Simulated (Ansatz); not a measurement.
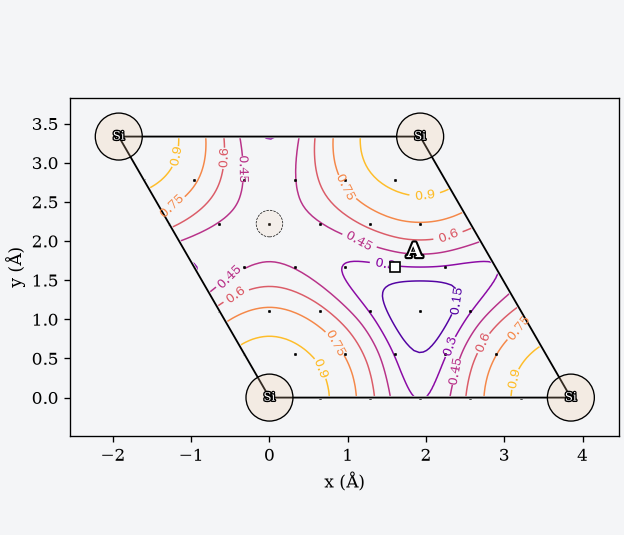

Mg on a Si(001) slab cut from the P6_3/mmc phase, its upper half relaxed before the scan (24 atoms of substrate and one adsorbate in a 2 × 2 cell). Mg is moved over the surface cell; relaxed at each place: the height of the adsorbate's atoms; substrate rigid; the origin of the map has the adsorbate above Si21. Places are given modulo a cell vector. The map is drawn in real space over the plane of the surface. Grid: 6 × 6 points; 10 points were computed and 26 follow by symmetry. Places are given in fractions of the 1 × 1 surface cell. Energies: eV, counted from the lowest grid point. Theory: Ansatz, DFT PBE, scalar-relativistic, plane waves, PAW. Settings: cutoff 420 eV, k-mesh 6×6×1, gaussian smearing 0.05 eV, no spin polarisation.

Drawn: contour lines labelled in eV, dots at the grid points, labelled circles for the atoms of the top layer and small ones for the second layer, the outline of one cell of the plane, the point A. Between grid points the surface is interpolated.

Q: Which way does the force act at A, and how strong is it?

A: A, at (4/6, 3/6) of the cell vectors, is not a stationary point. The computed force is 0.8 eV/Å in the plane, pointing down in the picture (components −0.08 and −0.79 eV/Å).

PAW datasets: the set soft_1.
